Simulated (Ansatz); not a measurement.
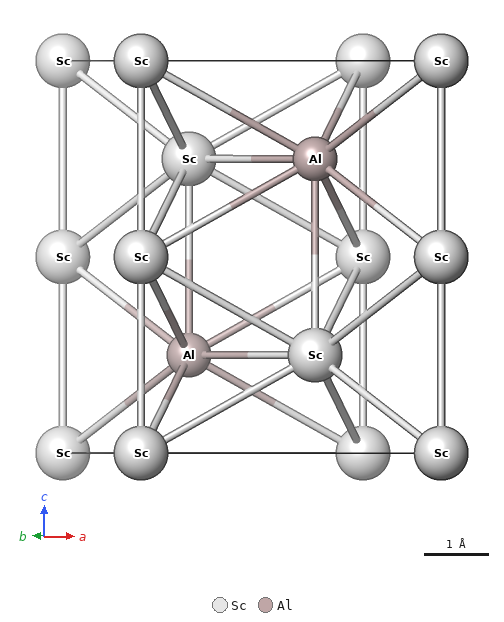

Fig. 1: The structure as given in the input (ball-and-stick view of the cell of the calculation, seen at an oblique angle). An atom can appear more than once, as a periodic image.

# Geometry relaxation of Sc2Al (part 1 of 2)

Sc2Al (P6₃/mmc, 6 atoms in the cell), computed with DFT PBEsol, scalar-relativistic, plane waves, PAW, no spin polarisation (Ansatz 0.2.0).

The structure derives from a Materials Project entry.

Input file:
```yaml
crystal:
  lattice:
    - [4.8926114005, 0.0, 0.0]
    - [-2.4463057002, 4.2371257637, 0.0]
    - [0.0, 0.0, 6.16142057]
  atoms:
    - { symbol: Sc, position: [0.0, 0.0, 0.0] }
    - { symbol: Sc, position: [0.0, 0.0, 0.5] }
    - { symbol: Sc, position: [0.33333333, 0.66666667, 0.75] }
    - { symbol: Sc, position: [0.66666667, 0.33333333, 0.25] }
    - { symbol: Al, position: [0.33333333, 0.66666667, 0.25] }
    - { symbol: Al, position: [0.66666667, 0.33333333, 0.75] }
basis:
  ecutwfc: 420
kpoints:
  mp_grid: { grid: [12, 12, 6] }
hamiltonian:
  xc: pbesol
scf:
  occupations: { method: gaussian, width: 0.1 }
output:
  forces: true
  stress: true
  eigenvalues: true
  write_density: true
  write_potential: true
  elf: true
  volumetric_format: npy
relax:
  adjacent_minimum: "off"
  f_tol: 0.005
  max_steps: 80
  cell: { stress_tol: 0.05 }
```

Run on 1 thread of Intel Xeon (Sapphire Rapids), 192 GiB of memory available, shared host.

Run as:
```bash
ansatz run input.yaml --threads 1 --pin off --max-ram 2560MiB --backend cpu --events-out ev --progress --plain --runs-dir out
```

The program's output:
```
Engine: ansatz 0.2.0, x86_64-unknown-linux-gnu
Pseudopotentials: kind: paw
Pseudopotential: Sc, paw, valence charge 11, recommended cutoff 420 eV (normal), Sc.paw.azcp
Pseudopotential: Al, paw, valence charge 3, recommended cutoff 420 eV (normal), Al.paw.azcp
Functional definition: PBEsol
  exchange = pbesol_x
  correlation = pbesol_c
Crystal: 6 atoms, lattice volume = 127.730 Å³
Basis set: ecut = 420 eV, 2463 PW (Γ), exchange–correlation on 72×72×90 points (8 copies of the dense FFT grid, shifted against one another)
Bands: 31, of which v1, the nominal top of the filled ones, is band 25 counted from 1 (24 counted from 0)
Symmetry: 24 space group operations
Space group: P63/mmc (ITA 194), of the structure as read, at distance tolerance 5.0e-5 Å
k-points: 76 of 864
Non-local potential: Sc, projectors of the file, l = 0: 3, l = 1: 2, l = 2: 3, l = 3: 1
Non-local potential: Al, projectors of the file, l = 0: 2, l = 1: 2, l = 2: 1
PAW form: soft (Blöchl's): semilocal exchange-correlation on the pseudo side does not see the compensation charge
PAW frozen core: Sc, regenerated for the run's functional, and the local potential with it (the file was generated under x = pbe(κ = 0.804, μ = 0.2195149727645171), c = pbe(β = 0.06672455060314922))
PAW frozen core: Al, regenerated for the run's functional, and the local potential with it (the file was generated under x = pbe(κ = 0.804, μ = 0.2195149727645171), c = pbe(β = 0.06672455060314922))
PAW one-centre angular grid: Sc, 590 points (default); XC on 64 Gauss nodes
PAW one-centre angular grid: Al, 110 points (default); XC on 64 Gauss nodes
Initial density: superposition of atomic densities (neutral atoms: chi_scale 0, normalization atom), corrected by the library's trained network
Initial wavefunctions: pseudopotential atomic-orbital guess
Functional: x = pbesol(κ = 0.804, μ = 0.12345679012345678), c = pbesol(β = 0.046)
SCF iter   1: F=—  HF=-9496.709271 eV  |F-HF|=—  |Δ(HF+E_count)|=         —  Δρ=5.09e-3  dr2=4.39e-2  ethr=1.77e-3  ⟨swp⟩=5.9  Hψ=10241  notcnv=0
preconditioner: auto → Kerker (q_TF=auto, 2.333 Å⁻¹)  [metal: Δε(μ)=0.018 eV  Ē_g=3.207 eV  σ=0.100 eV  W_gap=0.10  n_scr=22 (ndim 8)  ℏωp=13.9 eV  f_vac=0.000  D(μ)=7.28/eV (n_scr^D=72)]
SCF iter   2: F=—  HF=-9496.698615 eV  |F-HF|=—  |Δ(HF+E_count)|=   1.07e-2  Δρ=2.14e-3  dr2=7.52e-3  ethr=8.79e-5  ⟨swp⟩=2.1  Hψ=3826  notcnv=0  defer=22
SCF iter   3: F=—  HF=-9496.696892 eV  |F-HF|=—  |Δ(HF+E_count)|=   1.72e-3  Δρ=5.14e-4  dr2=3.03e-4  ethr=1.50e-5  ⟨swp⟩=2.1  Hψ=3042  notcnv=0  defer=22
SCF iter   4: F=—  HF=-9496.696873 eV  |F-HF|=—  |Δ(HF+E_count)|=   1.89e-5  Δρ=9.34e-5  dr2=1.75e-5  ethr=6.07e-7  ⟨swp⟩=2.0  Hψ=2984  notcnv=0  defer=22
SCF iter   5: F=—  HF=-9496.696884 eV  |F-HF|=—  |Δ(HF+E_count)|=   1.15e-5  Δρ=1.77e-5  dr2=5.05e-7  ethr=3.50e-8  ⟨swp⟩=2.0  Hψ=2988  notcnv=0  defer=22
SCF iter   6: F=-9496.696884 eV  HF=-9496.696884 eV  |F-HF|=1.90e-8  |Δ(HF+E_count)|=   1.18e-7  Δρ=5.44e-6  dr2=3.24e-8  ethr=2.00e-10  ⟨swp⟩=10.5  Hψ=14238  notcnv=0
SCF 1 converged in 6 iterations: F = -9496.696884 eV  dr2 = 3.24e-8
  greatest PAW one-centre occupation: 0.998 electrons in one spin orbital (limit 2), on the Sc atom at site 1 (counted from 0), in its partial waves of l = 0
relax step   1: F+E_penalty+E_count = -9496.69688406 eV  Δ(F+E_penalty+E_count) = +0.000e0 eV  max|allowed force component| = 1.176e-17 eV/Å  Δτ_max = 0.0000 Å  P = -2.065 GPa  Ω = 127.730 Å³  (6 SCF iters, dr2 threshold 1.00e-7 eV, accepted)
Crystal: 6 atoms, lattice volume = 121.498 Å³
Basis set: ecut = 420 eV, 2337 PW (Γ), exchange–correlation on 72×72×90 points (8 copies of the dense FFT grid, shifted against one another)
Initial density: handed on by an earlier stage of this run
Initial wavefunctions: those handed on with the density
iter 1 solved again at ethr=2.07e-6 eV; its pass at ethr=3.10e-3 eV (dr2=1.04e-3 eV) is discarded
SCF iter   1: F=—  HF=-9496.710505 eV  |F-HF|=—  |Δ(HF+E_count)|=         —  Δρ=9.50e-4  dr2=1.10e-3  ethr=2.07e-6  ⟨swp⟩=2.5  Hψ=13714  notcnv=0
preconditioner: auto → Kerker (q_TF=auto, 2.353 Å⁻¹)  [metal: Δε(μ)=0.007 eV  Ē_g=3.257 eV  σ=0.100 eV  W_gap=0.04  n_scr=22 (ndim 8)  ℏωp=14.3 eV  f_vac=0.000  D(μ)=7.15/eV (n_scr^D=72)]
SCF iter   2: F=—  HF=-9496.710205 eV  |F-HF|=—  |Δ(HF+E_count)|=   3.00e-4  Δρ=5.83e-4  dr2=4.08e-4  ethr=2.07e-6  ⟨swp⟩=2.0  Hψ=2681  notcnv=0
SCF iter   3: F=—  HF=-9496.710109 eV  |F-HF|=—  |Δ(HF+E_count)|=   9.61e-5  Δρ=1.28e-4  dr2=2.17e-5  ethr=8.16e-7  ⟨swp⟩=2.0  Hψ=2743  notcnv=0
SCF iter   4: F=—  HF=-9496.710101 eV  |F-HF|=—  |Δ(HF+E_count)|=   7.20e-6  Δρ=2.55e-5  dr2=7.89e-7  ethr=4.33e-8  ⟨swp⟩=2.3  Hψ=2901  notcnv=0
iter 5 did not close the SCF: its close was put off for the readings that it lacked (scf_convergence_deferred on its scf_iter line)
SCF iter   5: F=-9496.710101 eV  HF=-9496.710101 eV  |F-HF|=3.34e-8  |Δ(HF+E_count)|=   2.25e-7  Δρ=5.74e-6  dr2=4.84e-8  ethr=1.58e-9  ⟨swp⟩=2.1  Hψ=3147  notcnv=0
SCF iter   6: F=-9496.710101 eV  HF=-9496.710101 eV  |F-HF|=5.69e-10  |Δ(HF+E_count)|=   1.20e-8  Δρ=9.73e-7  dr2=1.15e-9  ethr=9.68e-11  ⟨swp⟩=5.0  Hψ=13341  notcnv=0
SCF 2 converged in 6 iterations: F = -9496.710101 eV  dr2 = 1.15e-9
  greatest PAW one-centre occupation: 0.998 electrons in one spin orbital (limit 2), on the Sc atom at site 0 (counted from 0), in its partial waves of l = 0
relax step   2: F+E_penalty+E_count = -9496.71010111 eV  Δ(F+E_penalty+E_count) = -1.322e-2 eV  max|allowed force component| = 1.214e-17 eV/Å  Δτ_max = 0.0000 Å  P = +1.555 GPa  Ω = 121.498 Å³  energy of the carried Pulay correction = +9.155e-4 eV  (6 SCF iters, dr2 threshold 6.00e-7 eV, accepted)
Crystal: 6 atoms, lattice volume = 124.113 Å³
Basis set: ecut = 420 eV, 2391 PW (Γ), exchange–correlation on 72×72×90 points (8 copies of the dense FFT grid, shifted against one another)
iter 1 solved again at ethr=5.35e-7 eV; its pass at ethr=3.10e-3 eV (dr2=2.67e-4 eV) is discarded
SCF iter   1: F=—  HF=-9496.722197 eV  |F-HF|=—  |Δ(HF+E_count)|=         —  Δρ=4.33e-4  dr2=2.45e-4  ethr=5.35e-7  ⟨swp⟩=2.3  Hψ=13679  notcnv=0
preconditioner: auto → Kerker (q_TF=auto, 2.345 Å⁻¹)  [metal: Δε(μ)=0.004 eV  Ē_g=3.221 eV  σ=0.100 eV  W_gap=0.02  n_scr=22 (ndim 8)  ℏωp=14.1 eV  f_vac=0.000  D(μ)=7.32/eV (n_scr^D=72)]
SCF iter   2: F=—  HF=-9496.722154 eV  |F-HF|=—  |Δ(HF+E_count)|=   4.39e-5  Δρ=2.65e-4  dr2=9.33e-5  ethr=4.90e-7  ⟨swp⟩=1.8  Hψ=2525  notcnv=0
SCF iter   3: F=—  HF=-9496.722127 eV  |F-HF|=—  |Δ(HF+E_count)|=   2.65e-5  Δρ=5.81e-5  dr2=4.80e-6  ethr=1.87e-7  ⟨swp⟩=2.0  Hψ=2976  notcnv=0
iter 4 did not close the SCF: its close was put off for the readings that it lacked (scf_convergence_deferred on its scf_iter line)
SCF iter   4: F=-9496.722125 eV  HF=-9496.722125 eV  |F-HF|=9.32e-8  |Δ(HF+E_count)|=   1.60e-6  Δρ=1.31e-5  dr2=2.29e-7  ethr=9.60e-9  ⟨swp⟩=2.1  Hψ=3036  notcnv=0
iter 5 did not close the SCF: its close was put off for the readings that it lacked (scf_convergence_deferred on its scf_iter line)
SCF iter   5: F=-9496.722125 eV  HF=-9496.722125 eV  |F-HF|=8.18e-9  |Δ(HF+E_count)|=   6.85e-8  Δρ=3.01e-6  dr2=1.28e-8  ethr=4.58e-10  ⟨swp⟩=2.0  Hψ=2980  notcnv=0
SCF iter   6: F=-9496.722125 eV  HF=-9496.722125 eV  |F-HF|=1.06e-10  |Δ(HF+E_count)|=   3.00e-9  Δρ=4.77e-7  dr2=2.71e-10  ethr=2.55e-11  ⟨swp⟩=4.6  Hψ=12401  notcnv=0
SCF 3 converged in 6 iterations: F = -9496.722125 eV  dr2 = 2.71e-10
relax step   3: F+E_penalty+E_count = -9496.72212539 eV  Δ(F+E_penalty+E_count) = -1.202e-2 eV  max|allowed force component| = 9.252e-18 eV/Å  Δτ_max = 0.0000 Å  P = -0.060 GPa  Ω = 124.113 Å³  energy of the carried Pulay correction = +5.262e-4 eV  (6 SCF iters, dr2 threshold 6.00e-7 eV, accepted)
Crystal: 6 atoms, lattice volume = 124.013 Å³
iter 1 solved again at ethr=6.01e-10 eV; its pass at ethr=3.10e-3 eV (dr2=3.00e-7 eV) is discarded
SCF iter   1: F=—  HF=-9496.722144 eV  |F-HF|=—  |Δ(HF+E_count)|=         —  Δρ=1.67e-5  dr2=3.70e-7  ethr=6.01e-10  ⟨swp⟩=2.8  Hψ=12690  notcnv=0
preconditioner: auto → Kerker (q_TF=auto, 2.345 Å⁻¹)  [metal: Δε(μ)=0.001 eV  Ē_g=3.222 eV  σ=0.100 eV  W_gap=0.00  n_scr=22 (ndim 8)  ℏωp=14.1 eV  f_vac=0.000  D(μ)=7.30/eV (n_scr^D=72)]
SCF iter   2: F=—  HF=-9496.722160 eV  |F-HF|=—  |Δ(HF+E_count)|=   1.60e-5  Δρ=1.02e-5  dr2=1.40e-7  ethr=6.01e-10  ⟨swp⟩=2.0  Hψ=2723  notcnv=0
iter 3 did not close the SCF: its close was put off for the readings that it lacked (scf_convergence_deferred on its scf_iter line)
SCF iter   3: F=-9496.722160 eV  HF=-9496.722160 eV  |F-HF|=3.36e-9  |Δ(HF+E_count)|=   4.02e-8  Δρ=2.25e-6  dr2=7.20e-9  ethr=2.80e-10  ⟨swp⟩=2.0  Hψ=3009  notcnv=0
iter 4 did not close the SCF: its close was put off for the readings that it lacked (scf_convergence_deferred on its scf_iter line)
SCF iter   4: F=-9496.722160 eV  HF=-9496.722160 eV  |F-HF|=1.22e-10  |Δ(HF+E_count)|=   2.42e-9  Δρ=4.96e-7  dr2=3.19e-10  ethr=1.44e-11  ⟨swp⟩=2.0  Hψ=3057  notcnv=0
iter 5 did not close the SCF: its close was put off for the readings that it lacked (scf_convergence_deferred on its scf_iter line)
SCF iter   5: F=-9496.722160 eV  HF=-9496.722160 eV  |F-HF|=1.09e-11  |Δ(HF+E_count)|=  8.73e-11  Δρ=1.14e-7  dr2=1.79e-11  ethr=1.00e-12  ⟨swp⟩=2.1  Hψ=2877  notcnv=0
SCF iter   6: F=-9496.722160 eV  HF=-9496.722160 eV  |F-HF|=0.00e0  |Δ(HF+E_count)|=  3.64e-12  Δρ=1.70e-8  dr2=3.43e-13  ethr=1.00e-12  ⟨swp⟩=4.0  Hψ=9200  notcnv=0
SCF 4 converged in 6 iterations: F = -9496.722160 eV  dr2 = 3.43e-13
relax step   4: F+E_penalty+E_count = -9496.72216041 eV  Δ(F+E_penalty+E_count) = -3.502e-5 eV  max|allowed force component| = 1.118e-17 eV/Å  Δτ_max = 0.0000 Å  P = -0.002 GPa  Ω = 124.013 Å³  energy of the carried Pulay correction = +5.409e-4 eV  (6 SCF iters, accepted)
Initial wavefunctions: pseudopotential atomic-orbital guess (no wavefunctions were taken with the density)
iter 1 solved again at ethr=7.14e-8 eV; its pass at ethr=3.10e-3 eV (dr2=3.57e-5 eV) is discarded
SCF iter   1: F=—  HF=-9496.721649 eV  |F-HF|=—  |Δ(HF+E_count)|=         —  Δρ=2.82e-5  dr2=1.26e-7  ethr=7.14e-8  ⟨swp⟩=3.2  Hψ=15874  notcnv=0
SCF iter   2: F=—  HF=-9496.721666 eV  |F-HF|=—  |Δ(HF+E_count)|=   1.70e-5  Δρ=1.47e-5  dr2=3.45e-8  ethr=2.53e-10  ⟨swp⟩=3.0  Hψ=4518  notcnv=0
SCF iter   3: F=—  HF=-9496.721666 eV  |F-HF|=—  |Δ(HF+E_count)|=   3.97e-8  Δρ=1.52e-6  dr2=4.92e-10  ethr=6.89e-11  ⟨swp⟩=2.0  Hψ=4267  notcnv=0
iter 4 did not close the SCF: its close was put off for the readings that it lacked (scf_convergence_deferred on its scf_iter line)
SCF iter   4: F=-9496.721666 eV  HF=-9496.721666 eV  |F-HF|=5.46e-12  |Δ(HF+E_count)|=  3.42e-10  Δρ=1.23e-7  dr2=1.65e-11  ethr=1.00e-12  ⟨swp⟩=2.4  Hψ=3593  notcnv=0
iter 5 did not close the SCF: its close was put off for the readings that it lacked (scf_convergence_deferred on its scf_iter line)
SCF iter   5: F=-9496.721666 eV  HF=-9496.721666 eV  |F-HF|=3.64e-12  |Δ(HF+E_count)|=  1.09e-11  Δρ=2.46e-8  dr2=9.54e-13  ethr=1.00e-12  ⟨swp⟩=1.0  Hψ=2356  notcnv=0
iter 6 did not close the SCF: its close was put off for the readings that it lacked (scf_convergence_deferred on its scf_iter line)
SCF iter   6: F=-9496.721666 eV  HF=-9496.721666 eV  |F-HF|=0.00e0  |Δ(HF+E_count)|=    0.00e0  Δρ=6.57e-9  dr2=7.94e-14  ethr=1.00e-12  ⟨swp⟩=1.0  Hψ=2356  notcnv=0
iter 7 did not close the SCF: its close was put off for the readings that it lacked (scf_convergence_deferred on its scf_iter line)
SCF iter   7: F=-9496.721666 eV  HF=-9496.721666 eV  |F-HF|=1.82e-12  |Δ(HF+E_count)|=  1.82e-12  Δρ=1.36e-9  dr2=1.92e-15  ethr=1.00e-12  ⟨swp⟩=1.0  Hψ=2356  notcnv=0
SCF iter   8: F=-9496.721666 eV  HF=-9496.721666 eV  |F-HF|=0.00e0  |Δ(HF+E_count)|=  1.82e-12  Δρ=4.49e-10  dr2=4.00e-16  ethr=1.00e-12  ⟨swp⟩=2.1  Hψ=5784  notcnv=0
SCF 5 converged in 8 iterations: F = -9496.721666 eV  dr2 = 4.00e-16
relax step   5: F+E_penalty+E_count = -9496.72166605 eV  Δ(F+E_penalty+E_count) = +4.944e-4 eV  max|allowed force component| = 5.590e-18 eV/Å  Δτ_max = 0.0000 Å  P = -0.005 GPa  Ω = 124.013 Å³  stress off target by 6.44e-3 GPa  SCF on the basis re-selected at this cell (its energy is not comparable with the rows above)  (8 SCF iters)
```

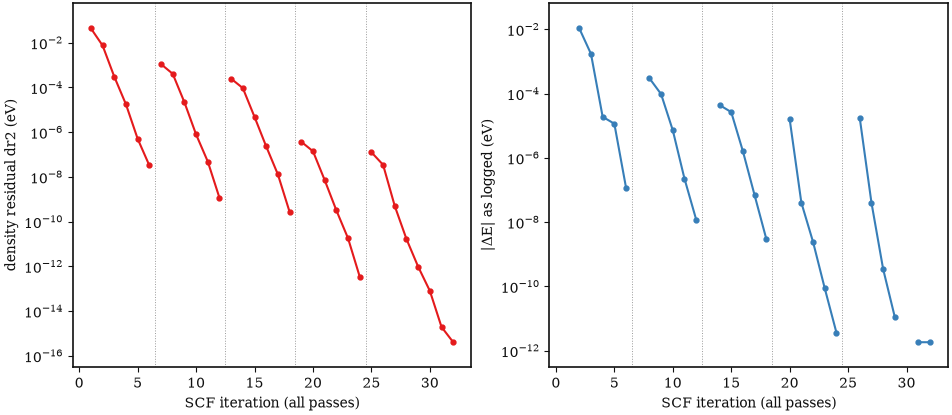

Fig. 2: Convergence of the self-consistent field: density residual dr2 and size of the energy change against the SCF iteration. The dotted lines part the SCF passes of the relaxation: geometry steps, rejected trials and re-solves on a re-selected basis. The 5 passes take 6 to 8 iterations each, 32 in all.
